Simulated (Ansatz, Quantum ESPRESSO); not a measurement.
# Evanescent states of BP, zinc blende type, lattice constant set to 4.55 Å, part 2 of 3

How good a tunnel barrier is BP, zinc blende type, lattice constant set to 4.55 Å?

Quantum ESPRESSO 7.5; plane-wave DFT, PBE, GBRV ultrasoft pseudopotentials; cross-check by Ansatz 0.2.0 with PAW datasets.

So far. Step 2 (Ground state): The run needed 9 iterations to bring the estimated error under 1e-09 Ry.

**3. Complex band structure**

Level of this step: complex band structure by pwcond; plane-wave DFT, PBE, GBRV ultrasoft pseudopotentials (Quantum ESPRESSO).

ikind = 0 solves one period of the crystal for all kz, real and complex, at each energy and k across. ewind and epsproj trim the two-dimensional plane-wave basis; nz1 sets the subslabs.

File cbs.in:

```
&inputcond
  outdir = './out'
  prefixl = 'scf'
  band_file = 'cbs'
  ikind = 0
  ewind = 4.0
  epsproj = 1e-05
  nz1 = 7
  energy0 = 4.48
  denergy = -0.16
/
4
  0.00000000 0.00000000 1.00000000
  0.50000000 0.00000000 1.00000000
  0.50000000 0.50000000 1.00000000
  0.25000000 0.00000000 1.00000000
41
```

Launch:

```bash
$ OMP_NUM_THREADS=1 mpirun -n 2 pwcond.x -in cbs.in > cbs.out
```

What it wrote:

```text
[banner, memory and clock lines left out]
Program PWCOND v.7.5 starts

          URL

     ./out/scf.save/

     IMPORTANT: XC functional enforced from input :
     Exchange-correlation= PBE
                           (   1   4   3   4   0   0   0)
     Any further DFT definition will be discarded
     Please, verify this is what you really want

     Reading collected, re-writing distributed wavefunctions

===== INPUT FILE containing the left lead =====

     GEOMETRY:

     lattice parameter (alat)  =       6.0799  a.u.
     the volume                =     317.8343 (a.u.)^3
     the cross section         =      36.9650 (a.u.)^2
     l of the unit cell        =       1.4142 (alat)
     number of atoms/cell      =            4
     number of atomic types    =            2

     crystal axes: (cart. coord. in units of alat)
               a(1) = (  1.0000  0.0000  0.0000 )
               a(2) = (  0.0000  1.0000  0.0000 )
               a(3) = (  0.0000  0.0000  1.4142 )

   Cartesian axes

     site n.     atom                  positions (alat units)
          1        B      tau(  1)=(  0.0000  0.0000  1.4142  )
          2        P      tau(  2)=(  0.5000  0.0000  0.3536  )
          3        B      tau(  3)=(  0.5000  0.5000  0.7071  )
          4        P      tau(  4)=(  0.0000  0.5000  1.0607  )

     nr1s                      =           25
     nr2s                      =           25
     nr3s                      =           36
     nr1sx                     =           25
     nr2sx                     =           25
     nr3sx                     =           36
     nr1                       =           27
     nr2                       =           27
     nr3                       =           40
     nr1x                      =           27
     nr2x                      =           27
     nr3x                      =           40

 _______________________________
  Radii of nonlocal spheres:

     type       ibeta     ang. mom.          radius (alat units)
       B          1         0                    0.2057
       B          2         0                    0.2057
       B          3         1                    0.2057
       B          4         1                    0.2057
       P          1         0                    0.2475
       P          2         0                    0.2475
       P          3         1                    0.2475
       P          4         1                    0.2475
       P          5         2                    0.2475
       P          6         2                    0.2475
----- General information -----

----- Complex band structure calculation -----

     nrx                       =           25
     nry                       =           25
     nz1                       =            7

     energy0               =         4.5E+00
     denergy               =        -1.6E-01
     nenergy               =         41
     ecut2d                =         4.0E+01
     ewind                 =         4.0E+00
     epsproj               =         1.0E-05

     number of k_|| points=    4
                       cryst. coord.
        k(    1) = (   0.0000000   0.0000000), wk =   0.2500000
        k(    2) = (   0.5000000   0.0000000), wk =   0.2500000
        k(    3) = (   0.5000000   0.5000000), wk =   0.2500000
        k(    4) = (   0.2500000   0.0000000), wk =   0.2500000
----- Information about left lead -----

     nocros                   =            8
     noins                    =           44
     norb                     =           60
     norbf                    =           60
     nrz                      =           36

      iorb      type   ibeta   ang. mom.   m       position (alat)
        1        1       1        0        1   taunew(   1)=(  0.0000  0.0000  0.0000)
        2        1       2        0        1   taunew(   2)=(  0.0000  0.0000  0.0000)
        3        1       3        1        1   taunew(   3)=(  0.0000  0.0000  0.0000)
        4        1       3        1        2   taunew(   4)=(  0.0000  0.0000  0.0000)
        5        1       3        1        3   taunew(   5)=(  0.0000  0.0000  0.0000)
        6        1       4        1        1   taunew(   6)=(  0.0000  0.0000  0.0000)
        7        1       4        1        2   taunew(   7)=(  0.0000  0.0000  0.0000)
        8        1       4        1        3   taunew(   8)=(  0.0000  0.0000  0.0000)
        9        2       1        0        1   taunew(   9)=(  0.5000  0.0000  0.3536)
       10        2       2        0        1   taunew(  10)=(  0.5000  0.0000  0.3536)
       11        2       3        1        1   taunew(  11)=(  0.5000  0.0000  0.3536)
       12        2       3        1        2   taunew(  12)=(  0.5000  0.0000  0.3536)
       13        2       3        1        3   taunew(  13)=(  0.5000  0.0000  0.3536)
       14        2       4        1        1   taunew(  14)=(  0.5000  0.0000  0.3536)
       15        2       4        1        2   taunew(  15)=(  0.5000  0.0000  0.3536)
       16        2       4        1        3   taunew(  16)=(  0.5000  0.0000  0.3536)
       17        2       5        2        1   taunew(  17)=(  0.5000  0.0000  0.3536)
       18        2       5        2        2   taunew(  18)=(  0.5000  0.0000  0.3536)
       19        2       5        2        3   taunew(  19)=(  0.5000  0.0000  0.3536)
       20        2       5        2        4   taunew(  20)=(  0.5000  0.0000  0.3536)
       21        2       5        2        5   taunew(  21)=(  0.5000  0.0000  0.3536)
       22        2       6        2        1   taunew(  22)=(  0.5000  0.0000  0.3536)
       23        2       6        2        2   taunew(  23)=(  0.5000  0.0000  0.3536)
       24        2       6        2        3   taunew(  24)=(  0.5000  0.0000  0.3536)
       25        2       6        2        4   taunew(  25)=(  0.5000  0.0000  0.3536)
       26        2       6        2        5   taunew(  26)=(  0.5000  0.0000  0.3536)
       27        1       1        0        1   taunew(  27)=(  0.5000  0.5000  0.7071)
       28        1       2        0        1   taunew(  28)=(  0.5000  0.5000  0.7071)
       29        1       3        1        1   taunew(  29)=(  0.5000  0.5000  0.7071)
       30        1       3        1        2   taunew(  30)=(  0.5000  0.5000  0.7071)
       31        1       3        1        3   taunew(  31)=(  0.5000  0.5000  0.7071)
       32        1       4        1        1   taunew(  32)=(  0.5000  0.5000  0.7071)
       33        1       4        1        2   taunew(  33)=(  0.5000  0.5000  0.7071)
       34        1       4        1        3   taunew(  34)=(  0.5000  0.5000  0.7071)
       35        2       1        0        1   taunew(  35)=(  0.0000  0.5000  1.0607)
       36        2       2        0        1   taunew(  36)=(  0.0000  0.5000  1.0607)
       37        2       3        1        1   taunew(  37)=(  0.0000  0.5000  1.0607)
       38        2       3        1        2   taunew(  38)=(  0.0000  0.5000  1.0607)
       39        2       3        1        3   taunew(  39)=(  0.0000  0.5000  1.0607)
       40        2       4        1        1   taunew(  40)=(  0.0000  0.5000  1.0607)
       41        2       4        1        2   taunew(  41)=(  0.0000  0.5000  1.0607)
       42        2       4        1        3   taunew(  42)=(  0.0000  0.5000  1.0607)
       43        2       5        2        1   taunew(  43)=(  0.0000  0.5000  1.0607)
       44        2       5        2        2   taunew(  44)=(  0.0000  0.5000  1.0607)
       45        2       5        2        3   taunew(  45)=(  0.0000  0.5000  1.0607)
       46        2       5        2        4   taunew(  46)=(  0.0000  0.5000  1.0607)
       47        2       5        2        5   taunew(  47)=(  0.0000  0.5000  1.0607)
       48        2       6        2        1   taunew(  48)=(  0.0000  0.5000  1.0607)
       49        2       6        2        2   taunew(  49)=(  0.0000  0.5000  1.0607)
       50        2       6        2        3   taunew(  50)=(  0.0000  0.5000  1.0607)
       51        2       6        2        4   taunew(  51)=(  0.0000  0.5000  1.0607)
       52        2       6        2        5   taunew(  52)=(  0.0000  0.5000  1.0607)
       53        1       1        0        1   taunew(  53)=(  0.0000  0.0000  1.4142)
       54        1       2        0        1   taunew(  54)=(  0.0000  0.0000  1.4142)
       55        1       3        1        1   taunew(  55)=(  0.0000  0.0000  1.4142)
       56        1       3        1        2   taunew(  56)=(  0.0000  0.0000  1.4142)
       57        1       3        1        3   taunew(  57)=(  0.0000  0.0000  1.4142)
       58        1       4        1        1   taunew(  58)=(  0.0000  0.0000  1.4142)
       59        1       4        1        2   taunew(  59)=(  0.0000  0.0000  1.4142)
       60        1       4        1        3   taunew(  60)=(  0.0000  0.0000  1.4142)
    k slab    z(k)  z(k+1)     crossing(iorb=1,norb)
    1   0.0000 0.0393 0.0393   111111110000000000000000000000000000000000000000000000000000
    2   0.0393 0.0786 0.0393   111111110000000000000000000000000000000000000000000000000000
    3   0.0786 0.1179 0.0393   111111111111111111111111110000000000000000000000000000000000
    4   0.1179 0.1571 0.0393   111111111111111111111111110000000000000000000000000000000000
    5   0.1571 0.1964 0.0393   111111111111111111111111110000000000000000000000000000000000
    6   0.1964 0.2357 0.0393   111111111111111111111111110000000000000000000000000000000000
    7   0.2357 0.2750 0.0393   000000001111111111111111110000000000000000000000000000000000
    8   0.2750 0.3143 0.0393   000000001111111111111111110000000000000000000000000000000000
    9   0.3143 0.3536 0.0393   000000001111111111111111110000000000000000000000000000000000
   10   0.3536 0.3928 0.0393   000000001111111111111111110000000000000000000000000000000000
   11   0.3928 0.4321 0.0393   000000001111111111111111110000000000000000000000000000000000
   12   0.4321 0.4714 0.0393   000000001111111111111111110000000000000000000000000000000000
   13   0.4714 0.5107 0.0393   000000001111111111111111111111111100000000000000000000000000
   14   0.5107 0.5500 0.0393   000000001111111111111111111111111100000000000000000000000000
   15   0.5500 0.5893 0.0393   000000001111111111111111111111111100000000000000000000000000
   16   0.5893 0.6285 0.0393   000000001111111111111111111111111100000000000000000000000000
   17   0.6285 0.6678 0.0393   000000000000000000000000001111111100000000000000000000000000
   18   0.6678 0.7071 0.0393   000000000000000000000000001111111100000000000000000000000000
   19   0.7071 0.7464 0.0393   000000000000000000000000001111111100000000000000000000000000
   20   0.7464 0.7857 0.0393   000000000000000000000000001111111100000000000000000000000000
   21   0.7857 0.8250 0.0393   000000000000000000000000001111111111111111111111111100000000
   22   0.8250 0.8642 0.0393   000000000000000000000000001111111111111111111111111100000000
   23   0.8642 0.9035 0.0393   000000000000000000000000001111111111111111111111111100000000
   24   0.9035 0.9428 0.0393   000000000000000000000000001111111111111111111111111100000000
   25   0.9428 0.9821 0.0393   000000000000000000000000000000000011111111111111111100000000
   26   0.9821 1.0214 0.0393   000000000000000000000000000000000011111111111111111100000000
   27   1.0214 1.0607 0.0393   000000000000000000000000000000000011111111111111111100000000
   28   1.0607 1.0999 0.0393   000000000000000000000000000000000011111111111111111100000000
   29   1.0999 1.1392 0.0393   000000000000000000000000000000000011111111111111111100000000
   30   1.1392 1.1785 0.0393   000000000000000000000000000000000011111111111111111100000000
   31   1.1785 1.2178 0.0393   000000000000000000000000000000000011111111111111111111111111
   32   1.2178 1.2571 0.0393   000000000000000000000000000000000011111111111111111111111111
   33   1.2571 1.2964 0.0393   000000000000000000000000000000000011111111111111111111111111
   34   1.2964 1.3356 0.0393   000000000000000000000000000000000011111111111111111111111111
   35   1.3356 1.3749 0.0393   000000000000000000000000000000000000000000000000000011111111
   36   1.3749 1.4142 0.0393   000000000000000000000000000000000000000000000000000011111111
 ngper, shell number =          121          20
 ngper, n2d =          121         104
---  E-Ef =    4.4800000  k =    0.0000000   0.0000000
---  ie =          1  ik =          1
 Nchannels of the left tip =            3
 Right moving states:
   k1(2pi/a)   k2(2pi/a)   E-Ef (eV)
   0.1985214  -0.0000000   4.4800000
   0.1985360   0.0000000   4.4800000
   0.4560643   0.0000000   4.4800000
 Left moving states:
   k1(2pi/a)   k2(2pi/a)   E-Ef (eV)
  -0.1985214  -0.0000000   4.4800000
  -0.1985214  -0.0000000   4.4800000
  -0.4560623   0.0000000   4.4800000

---  E-Ef =    4.3200000  k =    0.0000000   0.0000000
---  ie =          2  ik =          1
 Nchannels of the left tip =            3
 Right moving states:
   k1(2pi/a)   k2(2pi/a)   E-Ef (eV)
   0.1804347  -0.0000000   4.3200000
   0.1804496   0.0000000   4.3200000
   0.4405877   0.0000000   4.3200000
 Left moving states:
   k1(2pi/a)   k2(2pi/a)   E-Ef (eV)
  -0.1804347  -0.0000000   4.3200000
  -0.1804347  -0.0000000   4.3200000
  -0.4405856   0.0000000   4.3200000
[... further energies and points left out ...]
---  E-Ef =   -1.7600000  k =    0.2500000   0.0000000
---  ie =         40  ik =          4
 Nchannels of the left tip =            3
 Right moving states:
   k1(2pi/a)   k2(2pi/a)   E-Ef (eV)
   0.1014708   0.0000000  -1.7600000
  -0.3870180   0.0000000  -1.7600000
  -0.4353361  -0.0000000  -1.7600000
 Left moving states:
   k1(2pi/a)   k2(2pi/a)   E-Ef (eV)
  -0.1014706   0.0000000  -1.7600000
   0.3870179  -0.0000000  -1.7600000
   0.4353368  -0.0000000  -1.7600000

---  E-Ef =   -1.9200000  k =    0.2500000   0.0000000
---  ie =         41  ik =          4
 Nchannels of the left tip =            3
 Right moving states:
   k1(2pi/a)   k2(2pi/a)   E-Ef (eV)
   0.0768397   0.0000000  -1.9200000
  -0.4204708   0.0000000  -1.9200000
  -0.4561158  -0.0000000  -1.9200000
 Left moving states:
   k1(2pi/a)   k2(2pi/a)   E-Ef (eV)
  -0.0768395   0.0000000  -1.9200000
   0.4204708  -0.0000000  -1.9200000
   0.4561165  -0.0000000  -1.9200000

Note: The following floating-point exceptions are signalling: IEEE_UNDERFLOW_FLAG
Note: The following floating-point exceptions are signalling: IEEE_UNDERFLOW_FLAG
```

The job ended after 2.4 min (2 MPI ranks of Arm Neoverse N1, shared host; peak memory 0.12 GiB).

Numbers from this step:

| Quantity | Value |
| --- | --- |
| peak of the smallest κ at the zone centre | 0.21 Å⁻¹ |
| energy of the peak at the zone centre | 1.12 eV |
| peak of the smallest κ at (1/2, 0) | 0.301 Å⁻¹ |
| peak of the smallest κ at (1/4, 0) | 0.301 Å⁻¹ |

K across = (0, 0) in the cell's reciprocal vectors; values within 0.0025 1/Å of each other count once, columns are sorted by size at each energy, a dash where no further value was kept. Im kz of the slowest decaying states against energy, zero at the highest filled level of the SCF mesh:

```
energy (eV)  decay 1 (Å⁻¹)  decay 2 (Å⁻¹)  decay 3 (Å⁻¹)
     -1.440          0.886           1.92           1.94
     -0.960          0.805           1.89           1.90
     -0.480          0.715           1.85           1.87
      0.000          0.006          0.012          0.611
      0.480          0.164          0.199          0.484
      0.960          0.208          0.272          0.305
      1.440          0.077          0.224          0.322
      1.920          0.222          0.359           1.68
      2.560          0.189          0.395           1.62
      3.040          0.133          0.415           1.59
      3.520          0.132          0.433           1.55
      4.000          0.261          0.451           1.50
```

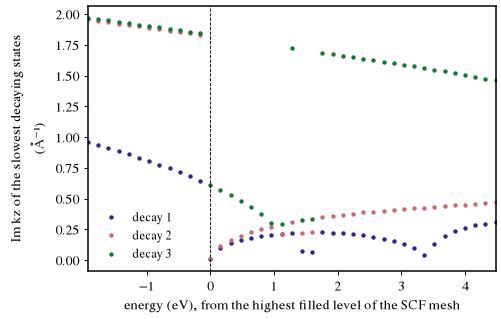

Im kz of the slowest decaying states, plotted against energy.

K across = (0, 0) in the cell's reciprocal vectors. The Re kz of states that move upwards by energy, zero at the highest filled level of the SCF mesh:

```
energy (eV)  channel 1 (Å⁻¹)  channel 2 (Å⁻¹)  channel 3 (Å⁻¹)
      -1.92           -0.504           -0.504           -0.458
      -1.44           -0.402           -0.402           -0.386
      -0.96           -0.307           -0.303           -0.303
      -0.48           -0.211           -0.197           -0.197
       0.00                -                -                -
       0.48                -                -                -
       0.96                -                -                -
       1.60            0.584                -                -
       2.08           -0.590            0.196                -
       2.56           -0.421            0.316                -
       3.04           -0.249            0.411                -
       3.52           0.0833           0.0833            0.492
       4.00            0.195            0.195            0.564
       4.48            0.274            0.274            0.630
```

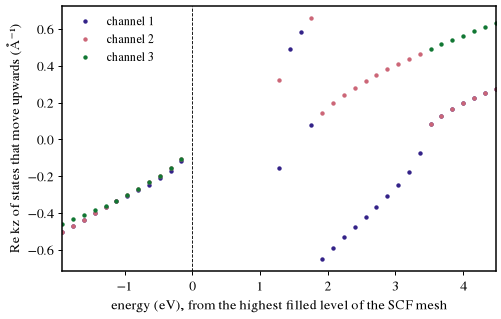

Re kz of states that move upwards against energy.

K across = (1/2, 0) in the cell's reciprocal vectors; values within 0.0025 1/Å of each other count once, columns are sorted by size at each energy, a dash where no further value was kept. Im kz of the slowest decaying states against energy, zero at the highest filled level of the SCF mesh:

```
energy (eV)  decay 1 (Å⁻¹)  decay 2 (Å⁻¹)  decay 3 (Å⁻¹)
      -1.92           1.35           2.29              -
      -1.44          0.135          0.447           1.30
      -0.96          0.206           0.58           1.24
      -0.48          0.249          0.631           1.18
       0.00          0.276          0.651           1.12
       0.48          0.293          0.652           1.05
       0.96            0.3          0.641          0.984
       1.60          0.297          0.611          0.881
       2.08          0.284          0.578          0.794
       2.56           0.26          0.537          0.693
       3.04          0.218          0.484           0.57
       3.52          0.138           0.39          0.418
       4.00          0.331           1.87           2.67
       4.48          0.174          0.193           1.83
```

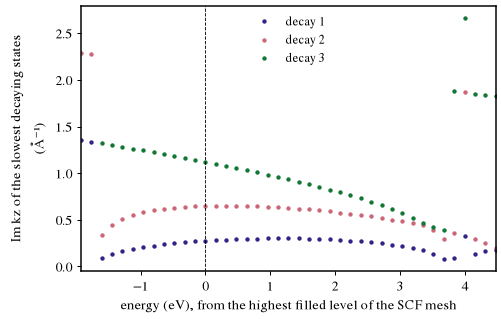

Im kz of the slowest decaying states, plotted against energy.

K across = (1/2, 1/2) in the cell's reciprocal vectors; values within 0.0025 1/Å of each other count once, columns are sorted by size at each energy, a dash where no further value was kept. The Im kz of the slowest decaying states by energy, zero at the highest filled level of the SCF mesh:

```
energy (eV)  decay 1 (Å⁻¹)  decay 2 (Å⁻¹)  decay 3 (Å⁻¹)
      -1.92          0.326          0.329           2.23
      -1.60          0.327          0.331           2.21
      -1.12           0.32          0.326           2.18
      -0.80          0.311          0.318           2.16
      -0.48          0.297          0.307           2.14
       0.00          0.267          0.282           2.11
       0.32           0.24           0.26           2.09
       0.64          0.205          0.233           2.07
       1.12          0.123          0.176           2.03
       1.44          0.117           2.01           2.22
       1.92           1.98           2.19           2.30
       2.24           1.96           2.17           2.28
       2.56           1.93           2.15           2.26
       3.04           1.90           2.12           2.23
       3.36           1.87           2.10           2.20
       3.68           1.85           2.08           2.18
       4.16           1.81           2.05           2.15
       4.48           1.78           2.03           2.12
```

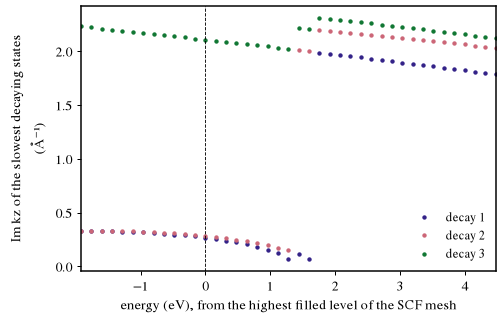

Im kz of the slowest decaying states, plotted against energy.

K across = (1/4, 0) in the cell's reciprocal vectors; values within 0.0025 1/Å of each other count once, columns are sorted by size at each energy, a dash where no further value was kept. Im kz of the slowest decaying states against energy, zero at the highest filled level of the SCF mesh:

```
energy (eV)  decay 1 (Å⁻¹)  decay 2 (Å⁻¹)  decay 3 (Å⁻¹)
      -1.92           1.08           1.43           1.59
      -1.44           1.01           1.38           1.54
      -0.96          0.096          0.944           1.33
      -0.48          0.193          0.869           1.28
       0.00          0.239          0.243          0.788
       0.48          0.275          0.324          0.697
       0.96          0.293          0.372          0.592
       1.60          0.301          0.405           0.41
       2.08          0.161          0.295           0.41
       2.56          0.279          0.398          0.909
       3.04          0.248          0.365          0.848
       3.52          0.192          0.298          0.789
       4.00          0.028          0.153          0.736
       4.48          0.058          0.084          0.667
```

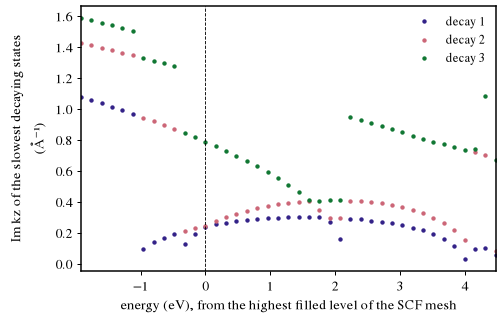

Im kz of the slowest decaying states, plotted against energy.

(Continued in part 3 of 3.)

[Logs are printed without paths, hosts, clocks, repeated set-up lines and the standing remarks that a program may print on its own settings, such as how far it seeks lower states.]

[Hosts, paths, dates, database ids (printed as entryN), source tags and the programs' standing remarks are cut or masked in the printed files.]

[Maps of the electrostatic potential energy from Ansatz leave out the sawtooth potential of an applied field or a dipole correction, so their vacuum need not be flat; planar profiles and work functions include it.]
